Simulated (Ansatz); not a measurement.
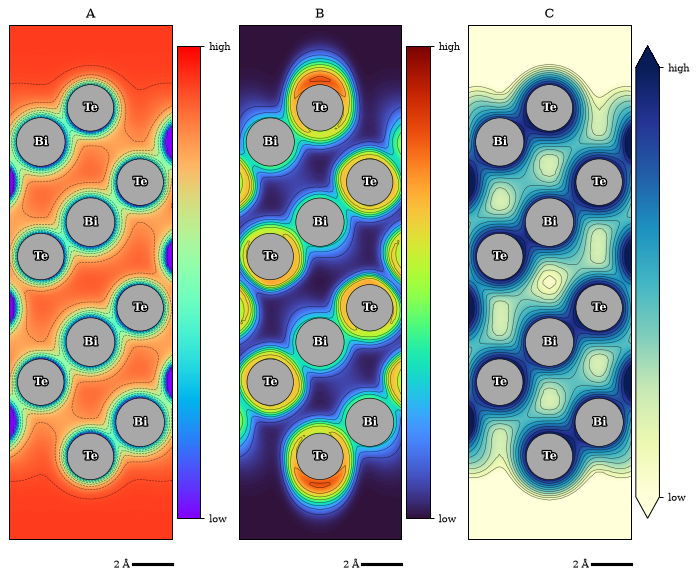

Bi₂Te₃ (slab): 3 fields on the (110) plane of the calculation cell, a cut from vacuum to vacuum, with unlabelled colour scales. Grey discs cover the atomic cores.

Computed with DFT PBE+D3(BJ), scalar-relativistic, plane waves, PAW (Ansatz 0.2.0).

Q: The panels show electron localisation function, electrostatic potential energy of an electron and valence pseudo-density in some order. Assign them.

A: Panel A: electrostatic potential energy of an electron (low next to the atoms, rising into the space between them). Panel B: electron localisation function. Panel C: valence pseudo-density. From the grid: Bi–Te (3.06 Å): ρ is about 0.29 e/Å³ halfway; the ELF peaks at about 0.65 in the valence shell of Te, 1.3 Å from its nucleus, and drops to about 0.35 between the two atoms. Bi–Te (3.24 Å): ρ is about 0.21 e/Å³ halfway; the ELF peaks at about 0.65 in the valence shell of Te, 1.3 Å from its nucleus, and drops to about 0.30 between the two atoms.
